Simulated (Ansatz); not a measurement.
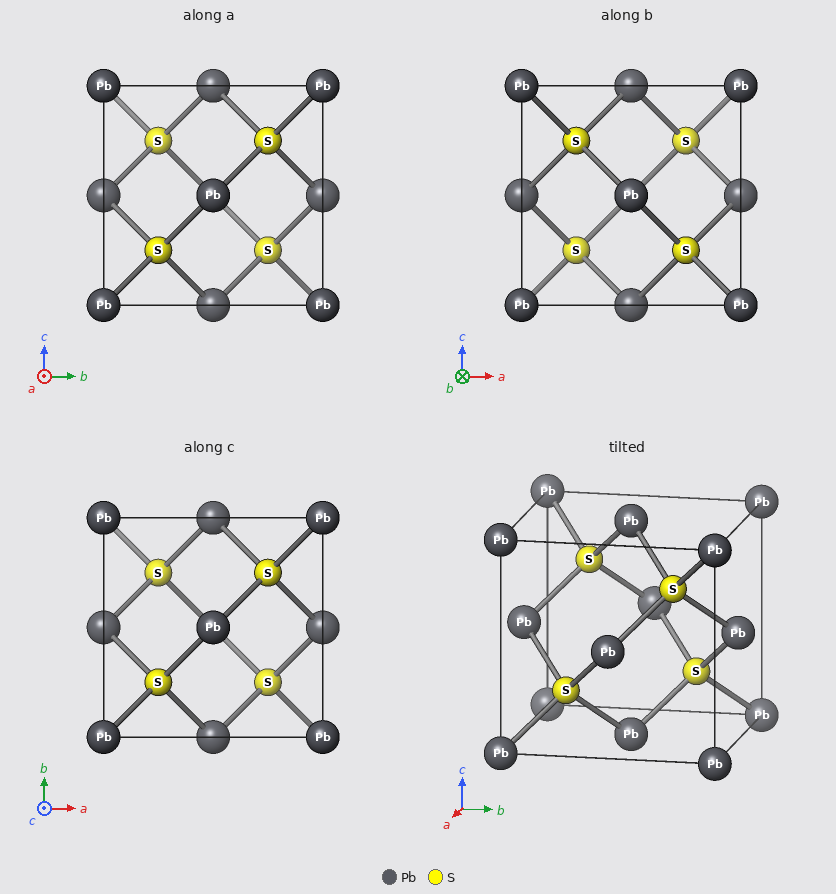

Ball-and-stick representation of a periodic structure, projected along the a axis, along the b axis, along the c axis and slightly off an axis. The edges of the conventional unit cell are marked.

Lattice parameters: a = 6.6082 Å, b = 6.6082 Å, c = 6.6082 Å, α = 90.000°, β = 90.000°, γ = 90.000°.

Q: Express the structure as a CIF in P1 with every atom of the cell.

A:
```cif
data_structure
_symmetry_space_group_name_H-M 'P 1'
_symmetry_Int_Tables_number 1
_cell_length_a 6.6082
_cell_length_b 6.6082
_cell_length_c 6.6082
_cell_angle_alpha 90.000
_cell_angle_beta 90.000
_cell_angle_gamma 90.000
_cell_volume 288.56
loop_
_atom_site_label
_atom_site_type_symbol
_atom_site_fract_x
_atom_site_fract_y
_atom_site_fract_z
_atom_site_occupancy
Pb1 Pb 0.0000 0.0000 0.0000 1
S1 S 0.2500 0.2500 0.7500 1
Pb2 Pb 0.0000 0.5000 0.5000 1
S2 S 0.2500 0.7500 0.2500 1
Pb3 Pb 0.5000 0.0000 0.5000 1
S3 S 0.7500 0.2500 0.2500 1
Pb4 Pb 0.5000 0.5000 0.0000 1
S4 S 0.7500 0.7500 0.7500 1
```

The cell started as a structure type filled with these elements by a generator (whether the compound takes this form wasn't checked). Relaxation method: DFT, HSE06, plane waves, PAW in Ansatz.
